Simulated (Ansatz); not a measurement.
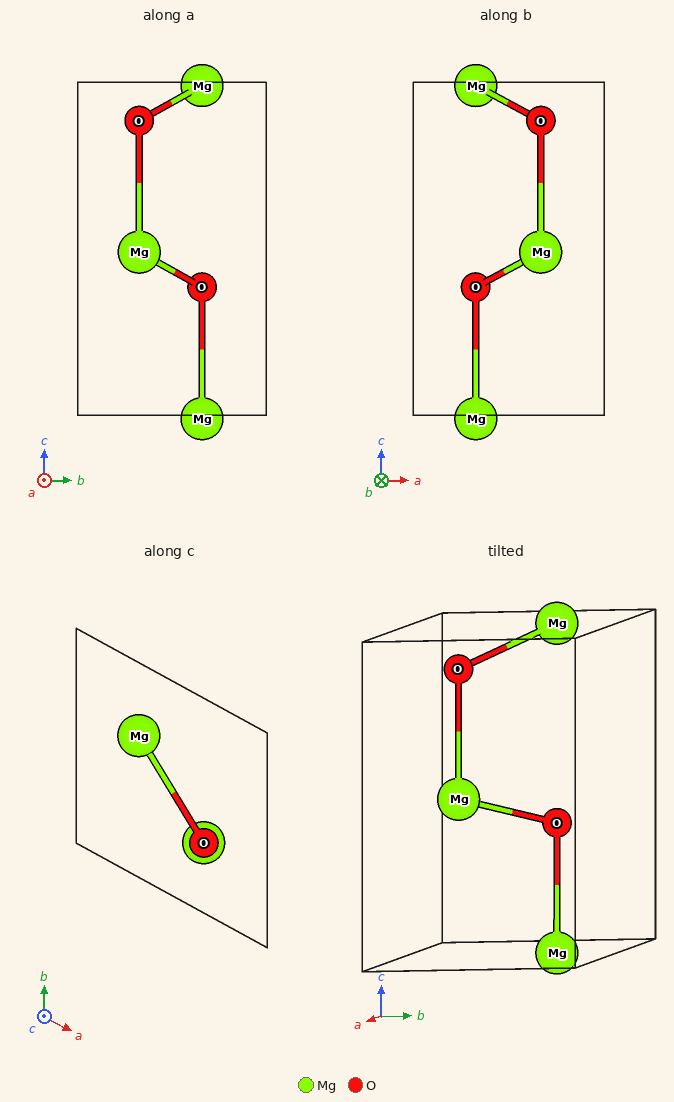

The crystal in a ball-and-stick representation, seen along the a axis, along the b axis, along the c axis and slightly off an axis. The outline marks the unit cell.

Lattice parameters: a = 3.2886 Å, b = 3.2456 Å, c = 5.0344 Å, α = 90.000°, β = 90.000°, γ = 118.705°.

Question: Give the structure in the form of a CIF in P1 with every atom of the cell, with free fractional coordinates to two decimals.

Answer:
```cif
data_structure
_symmetry_space_group_name_H-M 'P 1'
_symmetry_Int_Tables_number 1
_cell_length_a 3.2886
_cell_length_b 3.2456
_cell_length_c 5.0344
_cell_angle_alpha 90.000
_cell_angle_beta 90.000
_cell_angle_gamma 118.705
_cell_volume 47.13
loop_
_atom_site_label
_atom_site_type_symbol
_atom_site_fract_x
_atom_site_fract_y
_atom_site_fract_z
_atom_site_occupancy
Mg1 Mg 0.33 0.66 0.99 1
Mg2 Mg 0.67 0.33 0.49 1
O1 O 0.33 0.66 0.38 1
O2 O 0.67 0.33 0.88 1
```

Its origin is a structure type filled with these elements by a generator (whether the compound takes this form wasn't checked). The cell was then strained or its atoms displaced on purpose. It went into a calculation with Ansatz.
